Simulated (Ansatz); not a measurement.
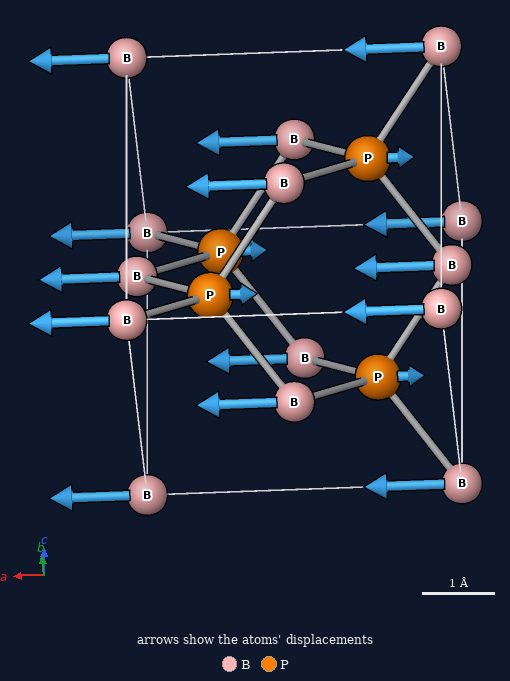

One vibrational mode of solid BP relaxed at 12 GPa at the zone centre. Displacements are drawn as blue arrows; their common scale and sign are arbitrary. The picture is a ball-and-stick view of the conventional cell (4 times the calculation's cell), seen from a free direction. Lengths and directions refer to the drawn axes.

Method: Ansatz, DFT LDA, scalar-relativistic, plane waves, PAW.

Input file:
```yaml
crystal:
  lattice:
    - [0.0, 2.2000780879, 2.2000780879]
    - [2.2000780879, 0.0, 2.2000780879]
    - [2.2000780879, 2.2000780879, 0.0]
  atoms:
    - { symbol: B, position: [0.0, 0.0, 0.0] }
    - { symbol: P, position: [0.75, 0.75, 0.75] }
basis:
  ecutwfc: 420
kpoints:
  mp_grid: { grid: [10, 10, 10] }
hamiltonian:
  xc: lda
scf:
  occupations: { method: fixed }
output:
  eigenvalues: true
phonons:
  method: dfpt
  dielectric: true
  rigid_motions: translations
  eigenvectors: true
```

Launched with:
```bash
ansatz run input.yaml --threads 1 --pin off --max-ram 3072MiB --backend cpu --events-out ev --progress --plain --runs-dir out
```

Frequencies are those without the non-analytic (LO–TO) term.

What mode is this, and where does it lie in the spectrum?

This is the T₂ mode (triply degenerate; one member of the set is drawn) at 872 cm⁻¹, the only optical level, infrared- and Raman-active by symmetry. The B sublattice moves against the P sublattice, along a; the kinetic energy is shared as B 74 %, P 26 %. Its infrared intensity is 6.1 (D/Å)²/amu for the set. The value is the transverse one; the longitudinal partner lies at 885 cm⁻¹.
